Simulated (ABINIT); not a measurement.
# Optical-spectrum calculation of LiF (part 1 of 2)

System: LiF (Fm-3m, 2 atoms in the cell).
Method: Kohn-Sham DFT of a periodic cell, LDA, HGH LDA, no spin polarisation (ABINIT 10.8.3).

The structure derives from an entry of the Crystallography Open Database.

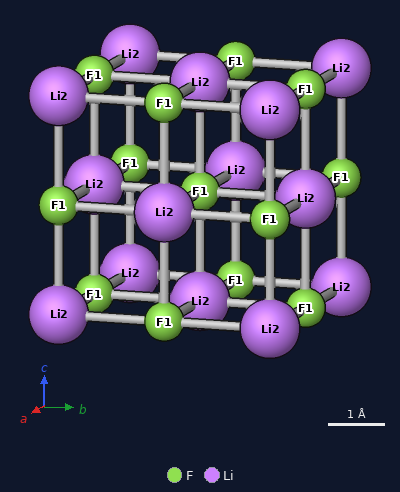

*The structure as given in the input (ball-and-stick view of the cell 4 times as large as that of the calculation, set on its symmetry axes, seen slightly off an axis; atoms are numbered from 1 in the order of the input).*

Near neighbours in the crystal (not all of them lie inside the picture): F has 6 Li at 2.01 Å; Li has 6 F at 2.01 Å.

Input
```
ndtset 3

pp_dirpath "./"
pseudos "F.hgh, Li.hgh"

acell 5.3823672976 5.3823672976 5.3823672976
rprim
     0.0000000000     0.7071067812     0.7071067812
     0.7071067812     0.0000000000     0.7071067812
     0.7071067812     0.7071067812     0.0000000000
ntypat 2
znucl 9 3
natom 2
typat 1 2
xred
            1/2            1/2            1/2
            0.0            0.0            0.0

ecut 70.0

ngkpt 8 8 8
nshiftk 4
shiftk
     0.5000000000     0.5000000000     0.5000000000
     0.5000000000     0.0000000000     0.0000000000
     0.0000000000     0.5000000000     0.0000000000
     0.0000000000     0.0000000000     0.5000000000
istwfk *1

ixc 7

occopt 1

nstep 80
diemac 6.0

iomode 3
prteig 0
prtebands 0

nband1 4
tolvrs1 1.0e-12
prtden1 1
prtwf1 0
kptopt1 1

iscf2 -2
getden2 1
nband2 16
nbdbuf2 4
tolwfr2 1.0e-12
nstep2 120
prtden2 0
kptopt2 1

optdriver3 8
wfk_task3 "wfk_optics_fullbz"
getwfk3 2
nband3 12
kptopt3 1
prtevk3 1
inclvkb3 2
```

File optic.abi
```
&FILES
 ddkfile_1 = 'runo_DS3_1_EVK.nc',
 ddkfile_2 = 'runo_DS3_2_EVK.nc',
 ddkfile_3 = 'runo_DS3_3_EVK.nc',
 wfkfile = 'runo_DS3_WFK.nc'
/
&PARAMETERS
 broadening = 0.003675,
 domega = 0.002,
 maxomega = 0.8,
 scissor = 0.000000,
 tolerance = 0.002
/
&COMPUTATIONS
 num_lin_comp = 1,
 lin_comp = 11,
 num_nonlin_comp = 0
/
```

Hardware: 1 thread of Arm Neoverse V1, 24 GiB of memory available, shared host.

Launch command:
```bash
abinit run.abi > log 2>&1
optic optic.abi > optic.log 2>&1
```

The program's output
```
.Version 10.8.3 of ABINIT
 DATASET    1 : space group Fm -3 m (#225); Bravais cF (face-center cubic)
================================================================================
 Values of the parameters that define the memory need for DATASET  1.
     intxc =       0    ionmov =       0      iscf =       7    lmnmax =       2
     lnmax =       2     mgfft =      45  mpssoang =       2    mqgrid =    3001
     natom =       2  nloc_mem =       1    nspden =       1   nspinor =       1
    nsppol =       1      nsym =      48    n1xccc =       0    ntypat =       2
    occopt =       1   xclevel =       1
       mpw =        3099          nfft =       91125          nkpt =          60
================================================================================
================================================================================

 DATASET    2 : space group Fm -3 m (#225); Bravais cF (face-center cubic)
================================================================================
 Values of the parameters that define the memory need for DATASET  2.
     intxc =       0    ionmov =       0      iscf =      -2    lmnmax =       2
     lnmax =       2     mgfft =      45  mpssoang =       2    mqgrid =    3001
     natom =       2  nloc_mem =       1    nspden =       1   nspinor =       1
    nsppol =       1      nsym =      48    n1xccc =       0    ntypat =       2
    occopt =       1   xclevel =       1
       mpw =        3099          nfft =       91125          nkpt =          60
================================================================================
================================================================================

 DATASET    3 : space group Fm -3 m (#225); Bravais cF (face-center cubic)
================================================================================
 Values of the parameters that define the memory need for DATASET  3.
     intxc =       0    ionmov =       0      iscf =       7    lmnmax =       2
     lnmax =       2     mgfft =      45  mpssoang =       2    mqgrid =    3001
     natom =       2  nloc_mem =       1    nspden =       1   nspinor =       1
    nsppol =       1      nsym =      48    n1xccc =       0    ntypat =       2
    occopt =       1   xclevel =       1
       mpw =        3099          nfft =       91125          nkpt =          60
================================================================================
================================================================================

--------------------------------------------------------------------------------
------------- Echo of variables that govern the present computation ------------
--------------------------------------------------------------------------------
 -outvars: echo values of preprocessed input variables --------
            acell      5.3823672976E+00  5.3823672976E+00  5.3823672976E+00 Bohr
              amu      1.89984032E+01  6.94100000E+00
           diemac      6.00000000E+00
             ecut      7.00000000E+01 Hartree
           getden1          0
           getden2          1
           getden3          0
           getwfk1          0
           getwfk2          0
           getwfk3          2
             iscf1          7
             iscf2         -2
             iscf3          7
              ixc           7
           jdtset        1    2    3
                       outvar_i_n : Printing only first  50 k-points.
         kptrlatt        8   -8    8     -8    8    8     -8   -8    8
          kptrlen      6.08945346E+01
            natom           2
            nband1          4
            nband2         16
            nband3         12
           nbdbuf1          0
           nbdbuf2          4
           nbdbuf3          0
           ndtset           3
            ngfft          45      45      45
             nkpt          60
            nstep1         80
            nstep2        120
            nstep3         80
             nsym          48
           ntypat           2
        optdriver1          0
        optdriver2          0
        optdriver3          8
           prtden1          1
           prtden2          0
           prtden3          1
        prtebands           0
           prteig           0
           prtevk1          0
           prtevk2          0
           prtevk3          1
            prtwf1          0
            prtwf2          1
            prtwf3          1
            rprim      0.0000000000E+00  7.0710678120E-01  7.0710678120E-01
                       7.0710678120E-01  0.0000000000E+00  7.0710678120E-01
                       7.0710678120E-01  7.0710678120E-01  0.0000000000E+00
           shiftk      5.00000000E-01  5.00000000E-01  5.00000000E-01
          spgroup         225
           tolvrs1     1.00000000E-12
           tolvrs2     0.00000000E+00
           tolvrs3     0.00000000E+00
           tolwfr1     0.00000000E+00
           tolwfr2     1.00000000E-12
           tolwfr3     0.00000000E+00
            typat      1  2
         wfk_task1          0
         wfk_task2          0
         wfk_task3          7
                       outvars : Printing only first  50 k-points.
           xangst      2.0139999987E+00  2.0139999987E+00  2.0139999987E+00
                       0.0000000000E+00  0.0000000000E+00  0.0000000000E+00
            xcart      3.8059084150E+00  3.8059084150E+00  3.8059084150E+00
                       0.0000000000E+00  0.0000000000E+00  0.0000000000E+00
             xred      5.0000000000E-01  5.0000000000E-01  5.0000000000E-01
                       0.0000000000E+00  0.0000000000E+00  0.0000000000E+00
            znucl        9.00000    3.00000

================================================================================

 chkinp: Checking input parameters for consistency, jdtset=   1.

 chkinp: Checking input parameters for consistency, jdtset=   2.

 chkinp: Checking input parameters for consistency, jdtset=   3.

================================================================================
== DATASET  1 ==================================================================

--- !DatasetInfo
iteration_state: {dtset: 1, }
dimensions: {natom: 2, nkpt: 60, mband: 4, nsppol: 1, nspinor: 1, nspden: 1, mpw: 3099, }
cutoff_energies: {ecut:  70.0, pawecutdg:  -1.0, }
electrons: {nelect:   8.00000000E+00, charge:   0.00000000E+00, occopt:   1.00000000E+00, tsmear:   1.00000000E-02, }
meta: {optdriver: 0, ionmov: 0, optcell: 0, iscf: 7, paral_kgb: 0, }
...

 Exchange-correlation functional for the present dataset will be:
  LDA: Perdew-Wang 92 LSD fit to Ceperley-Alder data - ixc=7
  J.P.Perdew and Y.Wang, PRB 45, 13244 (1992)

 Real(R)+Recip(G) space primitive vectors, cartesian coordinates (Bohr,Bohr^-1):
 R(1)=  0.0000000  3.8059084  3.8059084  G(1)= -0.1313747  0.1313747  0.1313747
 R(2)=  3.8059084  0.0000000  3.8059084  G(2)=  0.1313747 -0.1313747  0.1313747
 R(3)=  3.8059084  3.8059084  0.0000000  G(3)=  0.1313747  0.1313747 -0.1313747
 Unit cell volume ucvol=  1.1025670E+02 bohr^3
 Angles (23,13,12)=  6.00000000E+01  6.00000000E+01  6.00000000E+01 degrees

 getcut: wavevector=  0.0000  0.0000  0.0000  ngfft=  45  45  45
         ecut(hartree)=     70.000   => boxcut(ratio)=   2.17053

--- Pseudopotential description ------------------------------------------------
- pspini: atom type   1  psp file is ./F.hgh
   9.00000   7.00000     10605                znucl, zion, pspdat
    3    1    1    0      2001   0.00000      pspcod,pspxc,lmax,lloc,mmax,r2well

 pspatm : COMMENT -
  the projectors are not normalized,
  so that the KB energies are not consistent with
  definition in PRB44, 8503 (1991).
  However, this does not influence the results obtained hereafter.

- pspini: atom type   2  psp file is ./Li.hgh
   3.00000   1.00000     10605                znucl, zion, pspdat
    3    1    1    0      2001   0.00000      pspcod,pspxc,lmax,lloc,mmax,r2well

 pspatm : COMMENT -
  the projectors are not normalized,
  so that the KB energies are not consistent with
  definition in PRB44, 8503 (1991).
  However, this does not influence the results obtained hereafter.

  -3.15804704E+01                                ecore*ucvol(ha*bohr**3)
--------------------------------------------------------------------------------

================================================================================

--- !BeginCycle
iteration_state: {dtset: 1, }
solver: {iscf: 7, nstep: 80, nline: 4, wfoptalg: 0, }
tolerances: {tolvrs: 1.00E-12, }
...

     iter   Etot(hartree)      deltaE(h)  residm     vres2
 ETOT  1  -23.341620300128    -2.334E+01 2.060E-01 8.742E+03
 ETOT  2  -23.333643655939     7.977E-03 8.942E-03 1.062E+04
 ETOT  3  -24.487994496759    -1.154E+00 6.943E-03 1.866E+02
 ETOT  4  -24.495898183255    -7.904E-03 9.011E-05 5.672E+01
 ETOT  5  -24.500897043577    -4.999E-03 3.496E-05 8.269E-02
 ETOT  6  -24.500909614205    -1.257E-05 1.795E-07 2.655E-02
 ETOT  7  -24.500911943406    -2.329E-06 1.559E-08 2.047E-04
 ETOT  8  -24.500911965305    -2.190E-08 1.289E-10 3.623E-05
 ETOT  9  -24.500911968637    -3.333E-09 1.888E-11 4.045E-08
 ETOT 10  -24.500911968644    -6.828E-12 2.300E-13 1.771E-10
 ETOT 11  -24.500911968645    -1.084E-12 6.634E-16 6.611E-14

 At SCF step   11       vres2   =  6.61E-14 < tolvrs=  1.00E-12 =>converged.
```
